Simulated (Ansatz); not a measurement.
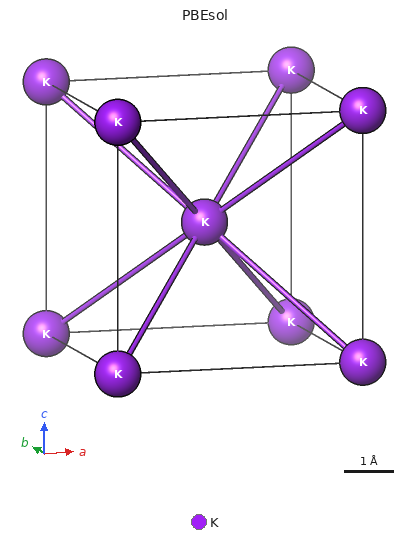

Solid K (set up in Im-3m), relaxed (cell and atoms) with several functionals. The picture shows the result with PBEsol. Style: ball-and-stick. Shown: the conventional cell (2 times the calculation's cell), slightly off an axis. Lengths and directions refer to the drawn axes.

Computed with Ansatz 0.2.0: Ansatz PAW. Set-up: plane-wave cutoff 500 eV; k-point mesh 7 × 7 × 7; occupations fermi-dirac; smearing width 0.05 eV; no spin polarisation; cell and atoms relaxed; force threshold 0.01 eV/Å.

| functional | volume (Å³/atom) | a (Å) |
| --- | --- | --- |
| PBEsol | 70.957 | 5.216 |
| LDA | ? | ? |
| PBE | 73.250 | 5.272 |
| r2SCAN | 76.329 | 5.344 |

**Fill in the missing row.**

With LDA the volume is the smallest of the series, below PBEsol (70.957). The calculation gives 64.080 Å³/atom (a = 5.042 Å). In order of volume: LDA < PBEsol < PBE < r2SCAN; the spread is 19.1 %.

Each member starts from this one structure; whether another phase lies lower wasn't checked.
